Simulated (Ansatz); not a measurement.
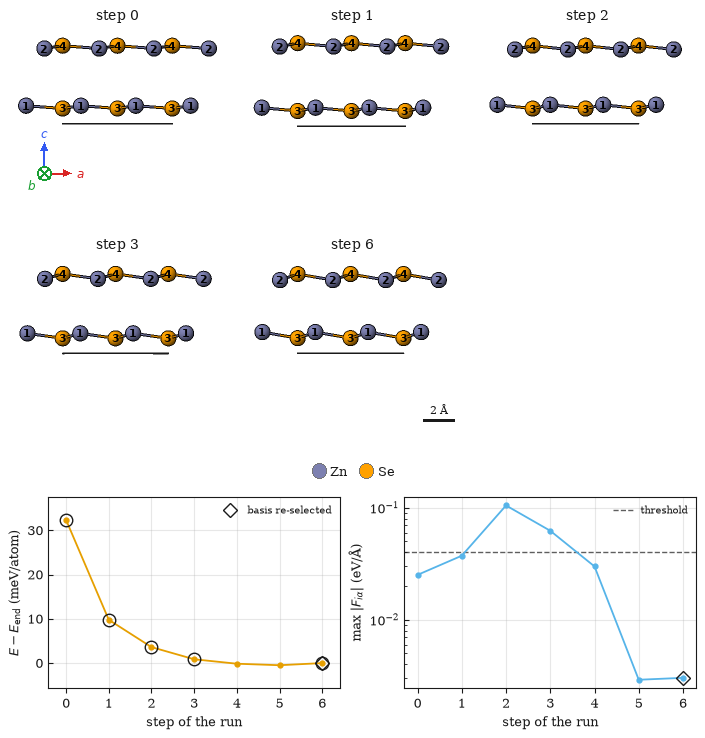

Frames of a relaxation of a free-standing layer of ZnSe (a generated structure, set up in P-3m1) (coarse preliminary run), marked on the history of the run. Style: ball-and-stick. Shown: the 2 × 1 repeat of the cell, outlined in the plane, without the vacuum, along the b axis.

Method: Ansatz 0.2.0, DFT PBE+D3(BJ), scalar-relativistic, plane waves, PAW. Set-up: plane-wave cutoff 420 eV; k-point mesh 6 × 6 × 1; occupations gaussian; smearing width 0.1 eV; no spin polarisation; cell and atoms relaxed; force threshold 0.04 eV/Å; at most 70 steps.

### Describe the path.

The largest moves relative to the cell and the layer's centre, 0.17 Å, are those of Zn1 and Zn2. Zn2 goes along the normal (−c). By element the largest moves are Zn 0.17 Å, Se 0.04 Å. In the plane the drawn cell goes a 8.366 → 8.076 Å (−3.5 %), b 4.183 → 4.038 Å (−3.5 %). Among the contacts that change: Zn1–Se3 2.422 → 2.365 Å. Among the angles between lasting bonds that change: Se3–Zn1–Se3 119.4° → 117.2°, Zn1–Se3–Zn1 119.4° → 117.2°. Over 5 accepted moves (6 points after the start) the energy falls by 32.3 meV per atom. The largest force component goes from 0.025 to 0.003 eV/Å. The SCF was repeated once at an unchanged geometry on a basis and grid sized afresh for the cell, which shifted the energy by 0.5 meV per atom at most. The program noted that it reset the height of the cell. Cost: 2.6 min on 1 thread of Intel(R) Xeon(R) Processor @ 2.50GHz (Skylake/Cascade Lake), on a shared host, peak memory 0.66 GiB. From step 0 to 1: Se atoms move most (0.17 Å), energy −22.6 meV per atom. From step 1 to 2: Zn atoms move most (0.19 Å), energy −6.2 meV per atom. From step 2 to 3: Se atoms move most (0.05 Å), energy −2.8 meV per atom. From step 3 to 6: Zn atoms move most (0.08 Å), energy −0.9 meV per atom.

```json
{"step": "0", "E − E(0), meV/atom": "0.00", "largest force component, eV/Å": "0.0251", "note": ""}
{"step": "1", "E − E(0), meV/atom": "-22.56", "largest force component, eV/Å": "0.0373", "note": ""}
{"step": "2", "E − E(0), meV/atom": "-28.74", "largest force component, eV/Å": "0.1046", "note": ""}
{"step": "3", "E − E(0), meV/atom": "-31.49", "largest force component, eV/Å": "0.0622", "note": ""}
{"step": "4", "E − E(0), meV/atom": "-32.49", "largest force component, eV/Å": "0.0299", "note": ""}
{"step": "5", "E − E(0), meV/atom": "-32.83", "largest force component, eV/Å": "0.0029", "note": ""}
{"step": "6", "E − E(0), meV/atom": "-32.35", "largest force component, eV/Å": "0.0030", "note": "same geometry, new basis"}
```
